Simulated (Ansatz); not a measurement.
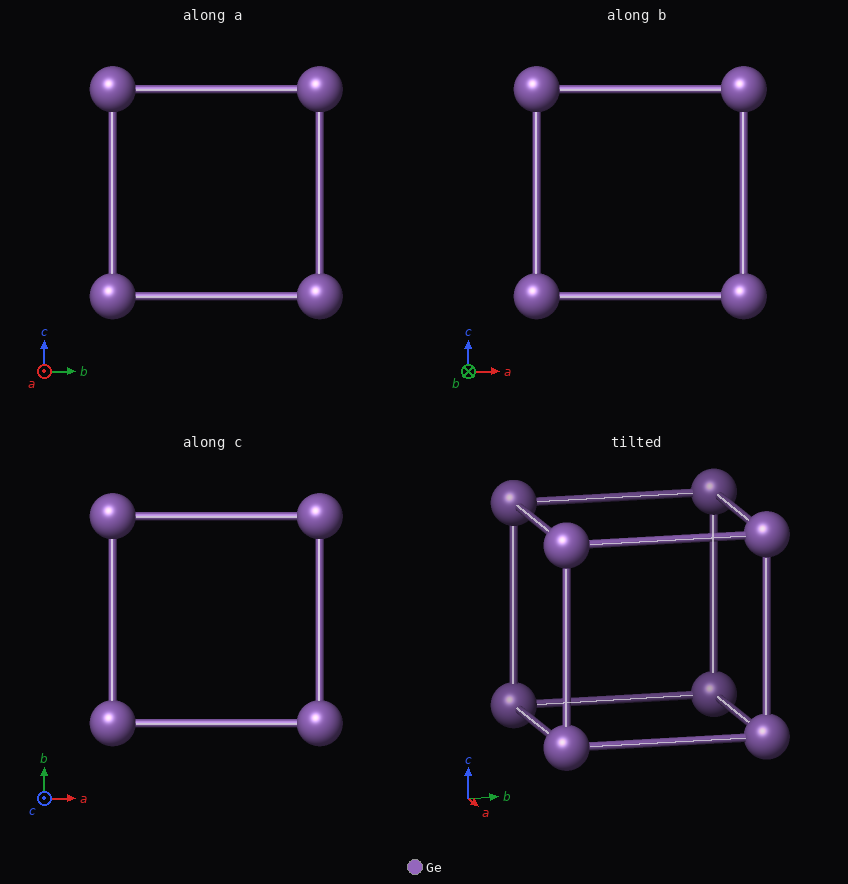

The image is a ball-and-stick drawing of a crystal, viewed along the a axis, along the b axis, along the c axis and slightly off an axis. The lines enclose the conventional unit cell; boundary atoms appear with their images.

Lattice parameters: a = 2.6807 Å, b = 2.6807 Å, c = 2.6807 Å, α = 90.000°, β = 90.000°, γ = 90.000°.

Q: Write the structure as a CIF in P1 with every atom of the cell.

A:
```cif
data_structure
_symmetry_space_group_name_H-M 'P 1'
_symmetry_Int_Tables_number 1
_cell_length_a 2.6807
_cell_length_b 2.6807
_cell_length_c 2.6807
_cell_angle_alpha 90.000
_cell_angle_beta 90.000
_cell_angle_gamma 90.000
_cell_volume 19.26
loop_
_atom_site_label
_atom_site_type_symbol
_atom_site_fract_x
_atom_site_fract_y
_atom_site_fract_z
_atom_site_occupancy
Ge1 Ge 0.0000 0.0000 0.0000 1
```

Starting structure: a structure type filled with this element by a generator (whether the element takes this form wasn't checked). Earlier steps of the study may have refined or changed the cell and positions. A calculation with Ansatz used it as input.

At this level of theory the cell isn't at rest (compressed, at 8 GPa), so its distances can differ from those at equilibrium, the more so the softer the solid.
